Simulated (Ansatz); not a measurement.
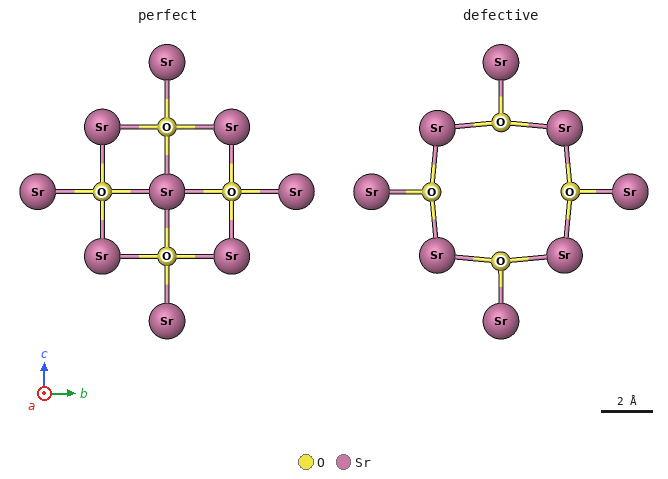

Left: perfect SrO. Right: the same region with one point defect, after relaxing the atoms in a supercell of 64 sites. The picture is a ball-and-stick view of the atoms within 5.4 Å of one point, in a slice 3.4 Å thick across the line of sight, seen along the a axis.

The calculation used DFT, PBEsol, PAW, plane waves (Ansatz). (plane-wave cutoff 420 eV; k-point mesh 1 × 1 × 1; mesh shifted by (0.25, 0.25, 0.25); collinear spin) Fermi-Dirac smearing of 0.01 eV. A uniform background neutralises the charged cell. The axes drawn are those of the host's conventional cell.

Question: Which defect is it?

Answer: A strontium atom is taken out (a vacancy).

The charge state of the cell is −1.

Question: How does the lattice respond?

Answer: Around the empty Sr site the host had 6 O at 2.56 Å; after relaxation the nearest atoms are 6 O at 2.74 to 2.76 Å. Of the host's atoms, an oxygen atom moves furthest from its site, by 0.19 Å. The cell's net moment is 1.00 μB.

Limits of the set-up: the cell is charged, on a uniform background, and energies carry no finite-size correction.
